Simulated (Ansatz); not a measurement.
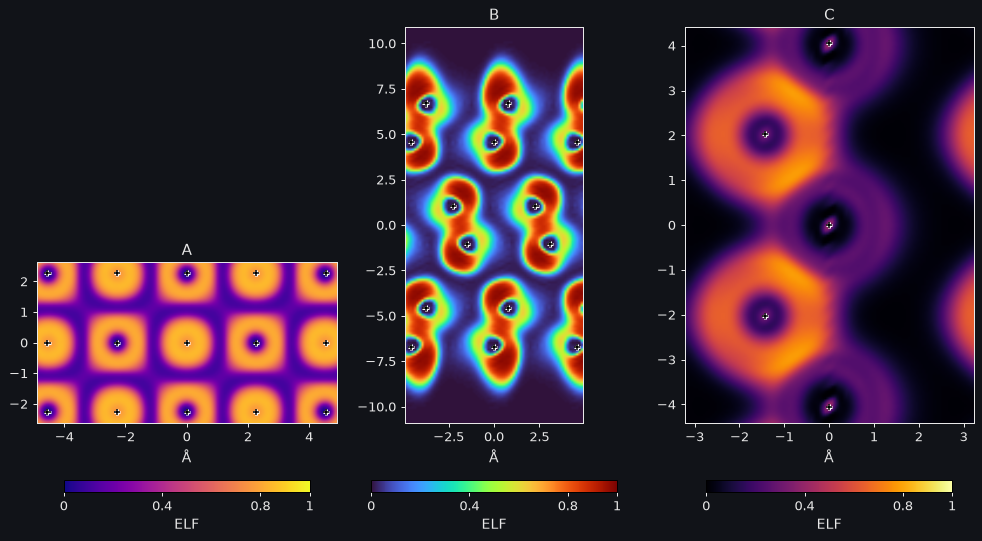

The ELF of 3 systems, each on a plane through atoms (crosses mark nuclei in the plane).

Computed with DFT PBE, scalar-relativistic, plane waves, PAW (Ansatz).

System 1: HfN, the (100) plane of the conventional cell. Space group Fm-3m; computed without spin polarisation.

```
Hf N
1.0
     4.54779    0.00000    0.00000
     0.00000    4.54779    0.00000
     0.00000    0.00000    4.54779
Hf N
4 4
Direct
  0.00000 0.00000 0.00000
  0.50000 0.50000 0.00000
  0.50000 0.00000 0.50000
  0.00000 0.50000 0.50000
  0.50000 0.00000 0.00000
  0.00000 0.50000 0.00000
  0.00000 0.00000 0.50000
  0.50000 0.50000 0.50000
```

System 2: GaAs, the (110) plane of the conventional cell. Space group F-43m.

```xyz
8
Lattice="5.7454 0.0000 0.0000 0.0000 0.0000 -5.7454 0.0000 5.7454 0.0000" Properties=species:S:1:pos:R:3 pbc="T T T"
Ga    2.8727    0.0000   -2.8727
Ga    0.0000    2.8727   -2.8727
Ga    0.0000    0.0000    0.0000
Ga    2.8727    2.8727    0.0000
As    4.3090    1.4363   -4.3090
As    1.4363    4.3090   -4.3090
As    1.4363    1.4363   -1.4363
As    4.3090    4.3090   -1.4363
```

System 3: P (slab), the (100) plane of the calculation cell, a cut from vacuum to vacuum. 

```yaml
crystal:
  lattice:
    - [3.31043, 0.00000, 0.00000]
    - [0.00000, 4.55777, 0.00000]
    - [0.00000, 0.00000, 28.40870]
  atoms:
    - { symbol: P, position: [0.50000, 0.91345, 0.26425] }
    - { symbol: P, position: [0.00000, 0.58655, 0.26425] }
    - { symbol: P, position: [0.50000, 0.08633, 0.33891] }
    - { symbol: P, position: [0.00000, 0.41367, 0.33891] }
    - { symbol: P, position: [0.00000, 0.91369, 0.46263] }
    - { symbol: P, position: [0.50000, 0.58631, 0.46263] }
    - { symbol: P, position: [0.00000, 0.08631, 0.53737] }
    - { symbol: P, position: [0.50000, 0.41369, 0.53737] }
    - { symbol: P, position: [0.50000, 0.91367, 0.66109] }
    - { symbol: P, position: [0.00000, 0.58633, 0.66109] }
    - { symbol: P, position: [0.50000, 0.08655, 0.73575] }
    - { symbol: P, position: [0.00000, 0.41345, 0.73575] }
```

Which map belongs to which system?

Panel A is system 1, HfN: the plane holds Hf and N. Hf–N (2.27 Å): the ELF peaks at about 0.80 in the valence shell of N, 0.7 Å from its nucleus, and is about 0.15 at the midpoint: no shared electron pair shows on this line. Panel B is system 3, P: the plane holds P. Panel C is system 2, GaAs: the plane holds Ga and As. Ga–As (2.49 Å): the ELF peaks at about 0.80 between the atoms; localised, covalent bonding.
